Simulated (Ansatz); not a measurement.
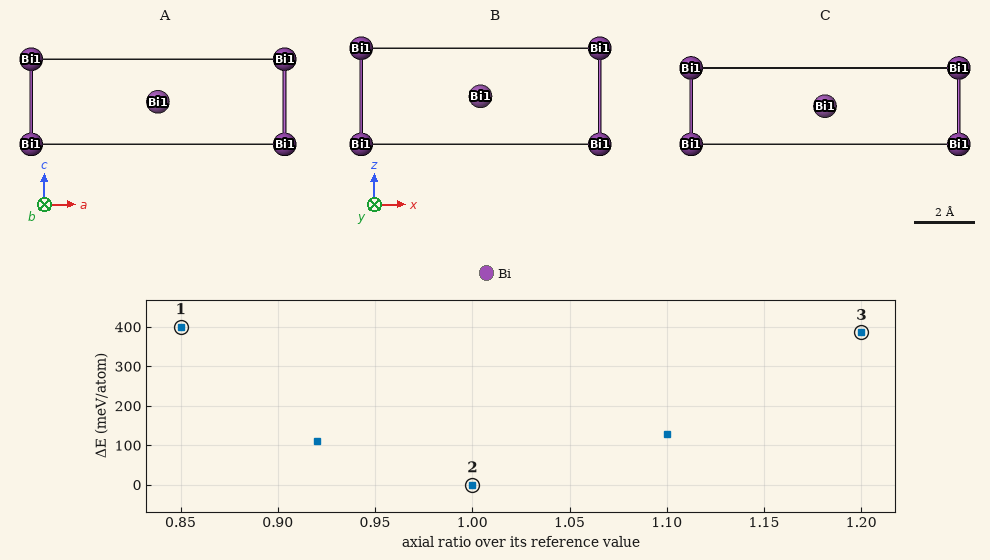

A crystal of Bi (I4/mmm): the ratio of the cell's length along z to its lengths across, counted as 1 for the reference, is changed at fixed volume (a c/a path), with the atoms kept at their fractional coordinates. x, y and z are the Cartesian axes of the input. The frames are shuffled; the numbered points of the plot belong to them. A ball-and-stick model of the conventional cell (2 times the calculation's cell), repeated 1 × 1 × 1 with one cell outlined, seen along the b axis. Lengths and directions refer to the drawn axes.

Method: DFT LDA, scalar-relativistic, plane waves, PAW in Ansatz 0.2.0. Set-up: plane-wave cutoff 420 eV; k-point mesh 12 × 12 × 12; occupations gaussian; smearing width 0.05 eV; no spin polarisation. Energies (free energies at the smearing named) are counted from the cell as listed in its source, which wasn't relaxed.

**Match the frames to the points.**

Point 1 is frame C (the relative ratio 0.85, 401 meV/atom); 2 is frame A (the relative ratio 1.00, 0 meV/atom); 3 is frame B (the relative ratio 1.20, 386 meV/atom). Of the computed points the lowest is at the relative ratio 1.00, 0 meV/atom. The end points stand at 401 meV/atom (0.85) and 386 meV/atom (1.20). The distortion keeps the space group I4/mmm. At the relative ratio 1.20 the cell of the drawing goes a 8.515 → 8.013 Å, b 8.515 → 8.013 Å, c 2.861 → 3.231 Å.
